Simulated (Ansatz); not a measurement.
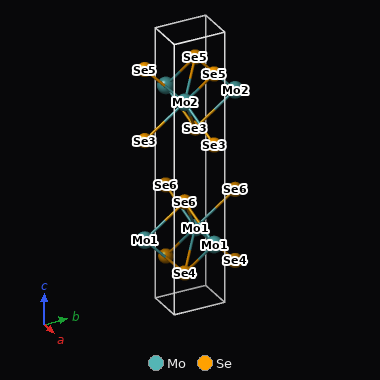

The system is MoSe₂ (P6_3/mmc, No. 194; 6 atoms in the cell); the picture shows the reference structure. 
- The energy is mapped over a free internal coordinate and the cell.
- The first coordinate is: shift of Se3 along [0 0 1] of the conventional cell, Cartesian (0 0 1), its symmetry partners moved as symmetry demands (measured in the relaxed cell); the second: c/a of the conventional cell at fixed volume.
- Nothing is relaxed (all other coordinates fixed).
- The grid has 7 × 7 points.
- Points are written as (first, second).
- Energies are in meV/atom, from the lowest grid point.
- The band gap closes in part of the range.
- The calculation used Ansatz 0.2.0, DFT PBE+D3(BJ), scalar-relativistic, plane waves, PAW. Settings: cutoff 420 eV, k-mesh 9×9×2 in the order of the run's cell vectors, gaussian smearing 0.05 eV, no spin polarisation.

Its coordinates:

```
CELL_PARAMETERS angstrom
3.27672 0.00000 0.00000
-1.63836 2.83772 0.00000
0.00000 0.00000 12.73059
ATOMIC_POSITIONS crystal
Mo 0.33333 0.66667 0.25000
Mo 0.66667 0.33333 0.75000
Se 0.33333 0.66667 0.61850
Se 0.66667 0.33333 0.11850
Se 0.33333 0.66667 0.88150
Se 0.66667 0.33333 0.38150
```

Range: shift of Se3 along [0 0 1] of the conventional cell, Cartesian (0 0 1), its symmetry partners moved as symmetry demands (measured in the relaxed cell) from −0.15 to 0.15 Å; c/a of the conventional cell at fixed volume from 3.380 to 4.390.

**Predict the map.**

The lowest grid point is at (0.00 Å, 3.885). It is the only kind of minimum in the scanned range. The highest grid point, (0.15 Å, 3.380), lies 394 meV/atom above the lowest. Round the minimum the valley is strongly tilted: raising the first coordinate shifts the best value of the second coordinate upwards (coupling k₁₂/√(k₁₁k₂₂) about −0.6).

```csv
"second ↓, first →",−0.15,−0.10,−0.05,0.00,0.05,0.10,0.15
4.390,333,235,155,97,65,63,95
4.222,242,156,88,45,28,42,92
4.053,169,94,41,12,11,42,109
3.885,115,53,14,0,15,63,147
3.717,86,37,11,12,43,107,208
3.549,84,47,36,52,98,176,290
3.380,113,89,91,120,178,269,394
```

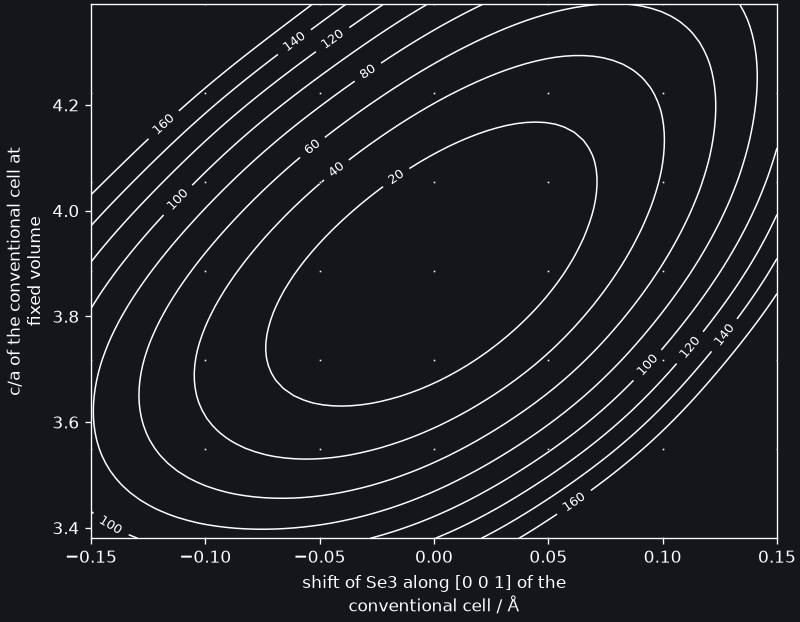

In the figure: contour lines labelled in meV/atom (none above 160), dots at the grid points. Between grid points the surface is interpolated.

Time for the 49 points that were run: 7.9 min on 2 threads of Arm Neoverse N1 (shared host).

PAW datasets: the set soft_1.
